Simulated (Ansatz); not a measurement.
Input

```
crystal:
  lattice:
    - [3.55801933, 0.0, 0.0]
    - [0.0, 3.55801933, 0.0]
    - [0.0, 0.0, 5.17186121]
  atoms:
    - { symbol: Hf, position: [0.5, 0.5, 0.5] }
    - { symbol: Hf, position: [0.0, 0.0, 0.0] }
    - { symbol: O, position: [0.0, 0.5, 0.69720788] }
    - { symbol: O, position: [0.5, 0.0, 0.80279212] }
    - { symbol: O, position: [0.5, 0.0, 0.30279212] }
    - { symbol: O, position: [0.0, 0.5, 0.19720788] }
basis:
  ecutwfc: 500
kpoints:
  mp_grid: { grid: [6, 6, 6] }
hamiltonian:
  xc: r2scan
scf:
  occupations: { method: gaussian, width: 0.02 }
output:
  forces: true
  stress: true
  eigenvalues: true
  write_density: true
  write_potential: true
  elf: true
  volumetric_format: npy
relax:
  adjacent_minimum: "off"
  f_tol: 0.01
  max_steps: 40
```

Run with:

```sh
ansatz run input.yaml --threads 1 --pin off --max-ram 2560MiB --backend cpu --events-out ev --progress --plain --runs-dir out
```

Below, planes, directions and counts refer to the conventional cell (a = 3.56 Å, b = 3.56 Å, c = 5.17 Å, α = 90.00°, β = 90.00°, γ = 90.00°).

The fields are those of the run's last geometry, not of the input's.

Space group P4₂/nmc; a structure from a database of computed crystals, not necessarily the ambient phase; computed pressure about 4 GPa in this cell.

These are results of DFT r2SCAN, scalar-relativistic, plane waves, PAW in Ansatz, not measurements.

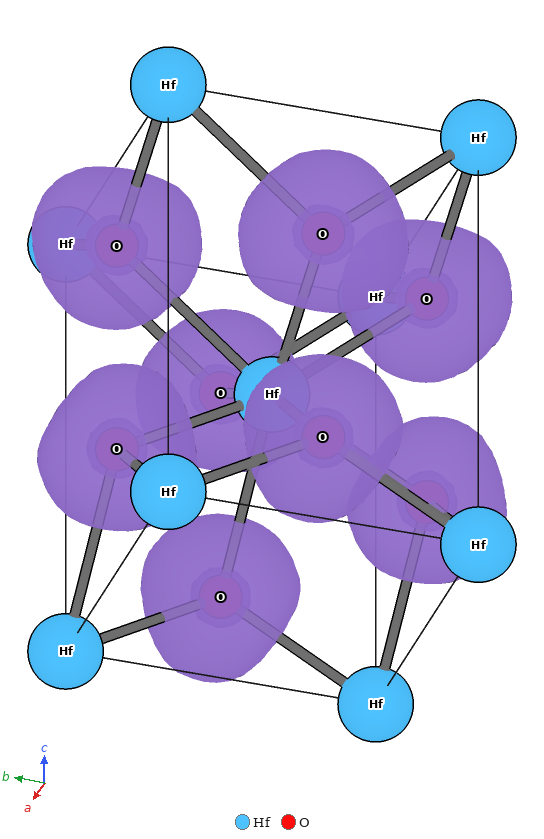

HfO2. Isosurface of the ELF at 0.65 (purple), seen at an oblique angle. Core shells and regions of very low density are left out. Sticks mark near contacts.

In a PAW calculation such maps are meaningful between the atoms, not at the nuclei.

Where are the electrons localised?

Answer. The surface consists of four regions wrapped around O (the valence shell of each), counted in one cell of 6 atoms. Any copies at cell faces, edges or corners count once. Along the contacts the grid gives the following. Hf–O (2.06 Å): the ELF peaks at about 0.85 in the valence shell of O, 0.6 Å from its nucleus, and drops to about 0.20 between the two atoms: no localised pair shows between them. Hf–O (2.36 Å): the ELF peaks at about 0.85 in the valence shell of O, 0.6 Å from its nucleus, and drops to about 0.10 between the two atoms: no localised pair shows between them.
